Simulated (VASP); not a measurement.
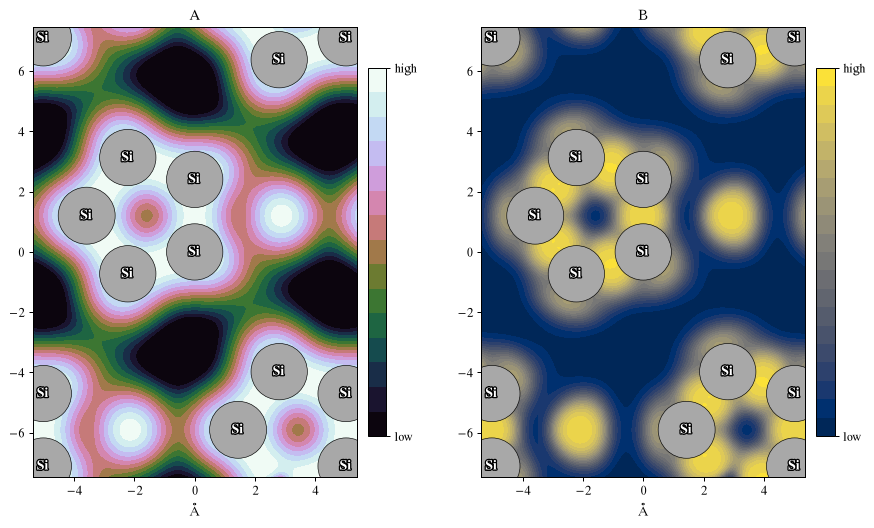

Si: 2 fields on the (011) plane of the conventional cell, with unlabelled colour scales. Grey discs cover the atomic cores.

Space group I-43m; a structure from a database of computed crystals, not necessarily the ambient phase.

All numbers below come from Kohn-Sham DFT of a periodic cell, PBE, VASP PAW PBE potentials, recommended in VASP.

The panels show electron localisation function and valence pseudo-density in some order. Assign them.

Answer. Panel A: valence pseudo-density. Panel B: electron localisation function. From the grid: Si–Si (2.34 Å): the density is about 0.58 e/Å³ at the midpoint; the ELF peaks at about 0.95 between the atoms (localised, covalent bonding). Si–Si (2.41 Å): ρ at the midpoint is about 0.53 e/Å³; the ELF peaks at about 0.95 between the atoms: a shared electron pair.
